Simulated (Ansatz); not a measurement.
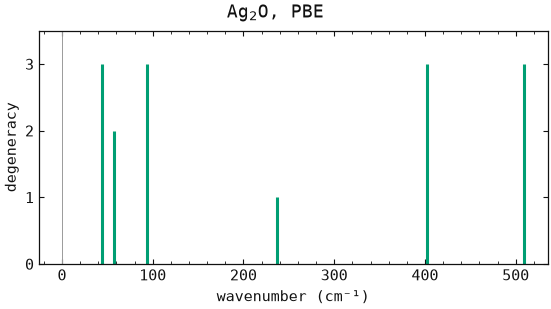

The picture above shows the zone-centre optical phonon frequencies (the three acoustic modes are left out) for Ag₂O, space group Pn-3m (No. 224) (cell built by us, not taken from a database).

Structure:
```
CELL_PARAMETERS angstrom
4.81432 0.00000 0.00000
0.00000 4.81432 0.00000
0.00000 0.00000 4.81432
ATOMIC_POSITIONS crystal
Ag 0.75000 0.75000 0.75000
Ag 0.75000 0.25000 0.25000
Ag 0.25000 0.25000 0.75000
Ag 0.25000 0.75000 0.25000
O 0.00000 0.00000 0.00000
O 0.50000 0.50000 0.50000
```

Computed with Ansatz 0.2.0: harmonic phonon frequencies at the zone centre with atoms at rest in the given cell, without the long-range term of polar modes, the three translations left out, imaginary frequencies are negative; plane waves with PAW datasets, Γ-centred k mesh. Level: PBE, no spin polarisation.

wave cutoff 420 eV; k mesh 8×8×8; occupations Fermi–Dirac; smearing width 0.15 eV; pressure 0 GPa; phonon method linear response.

### Are there unstable modes?

No frequency is imaginary, so the structure is stable to these displacements (zone-boundary modes weren't tested here).

### What is the highest frequency?

The highest mode lies at 509.6 cm⁻¹.

Limits of the calculation: metal sensitive to the k mesh; no spin polarisation, a magnetic state may lie lower.

The computed values:

| frequency (cm⁻¹) |
| --- |
| 43.7 |
| 43.7 |
| 43.7 |
| 57.0 |
| 57.0 |
| 93.9 |
| 93.9 |
| 93.9 |
| 237.5 |
| 402.5 |
| 402.5 |
| 402.5 |
| 509.6 |
| 509.6 |
| 509.6 |
